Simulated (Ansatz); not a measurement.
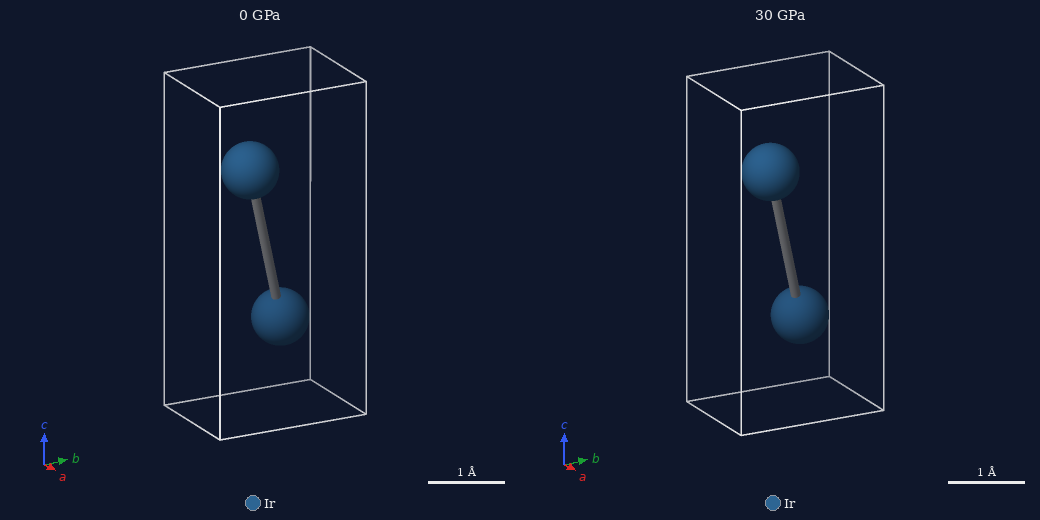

Ir, hexagonal close-packed (Mg type), space group P6₃/mmc (No. 194), relaxed (cell and atoms) under a series of hydrostatic pressures; the conventional cell is drawn at the lowest and the highest, to one scale (sticks follow a distance rule). The start was a structure listed in the Materials Project. This isn't the form of Ir at room conditions, which is fcc.

Alike in all runs: Ansatz 0.2.0; functional PBE; potentials Ansatz PAW; cutoff 420 eV; k mesh 11 × 11 × 6 on the run's cell of 2 atoms; occupations fermi-dirac, width 0.05 eV; no spin polarisation; no spin-orbit coupling.

| pressure (GPa) | volume (Å³/atom) | a (Å) | c (Å) |
| --- | --- | --- | --- |
| 0.0 | 14.571 | 2.749 | 4.453 |
| 2.0 | 14.488 | 2.743 | 4.445 |
| 5.0 | 14.367 | 2.736 | 4.434 |
| 10.0 | ? | ? | ? |
| 20.0 | 13.846 | 2.701 | 4.382 |
| 30.0 | 13.552 | 2.681 | 4.353 |

What equation of state do the given rows imply, and what volume does it predict for the missing row?

Answer. The fit gives V0 = 14.57 Å³/atom, B0 = 344 GPa and B0′ = 5.0, which puts the volume at 10.0 GPa at 14.18 Å³/atom. The run gave volume 14.180 Å³/atom; a 2.723 Å; c 4.415 Å.

Which axis yields most up to 30 GPa?

Answer. The axes shrink nearly alike: a −2.5 %, c −2.3 %, against −7.0 % in volume.

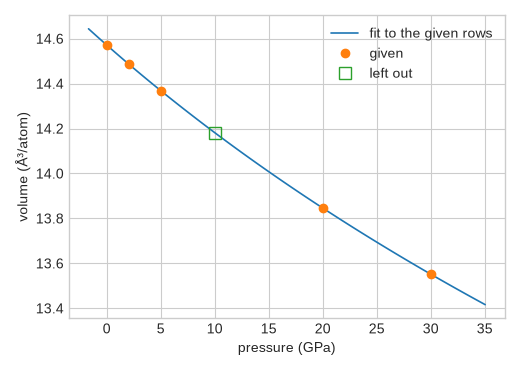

Volume against pressure, with the fit. The structure was kept in its own symmetry, so a change to another phase within this range wouldn't be seen.

Caveat: the plane-wave basis is chosen anew once the cell has moved, so the energies of steps on either side of that aren't comparable.
